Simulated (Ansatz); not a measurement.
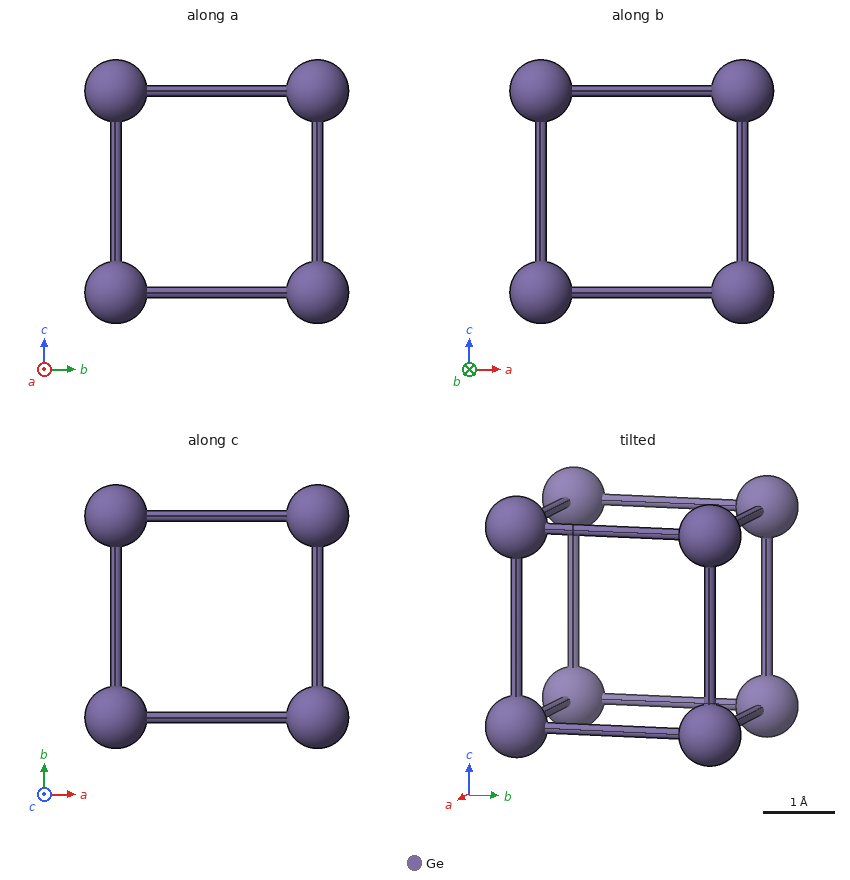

Drawn in the ball-and-stick manner and seen along the a axis, along the b axis, along the c axis and slightly off an axis. Thin lines show the conventional unit cell, with boundary atoms drawn in all their periodic places.

Lattice parameters: a = 2.8701 Å, b = 2.8701 Å, c = 2.8701 Å, α = 90.000°, β = 90.000°, γ = 90.000°.

Reconstruct the structure as a CIF in P1 with every atom of the cell.

```cif
data_structure
_symmetry_space_group_name_H-M 'P 1'
_symmetry_Int_Tables_number 1
_cell_length_a 2.8701
_cell_length_b 2.8701
_cell_length_c 2.8701
_cell_angle_alpha 90.000
_cell_angle_beta 90.000
_cell_angle_gamma 90.000
_cell_volume 23.64
loop_
_atom_site_label
_atom_site_type_symbol
_atom_site_fract_x
_atom_site_fract_y
_atom_site_fract_z
_atom_site_occupancy
Ge1 Ge 0.0000 0.0000 0.0000 1
```

Starting structure: a structure type filled with this element by a generator (whether the element takes this form wasn't checked). Earlier steps of the study may have refined or changed the cell and positions. A calculation with Ansatz used it as input.
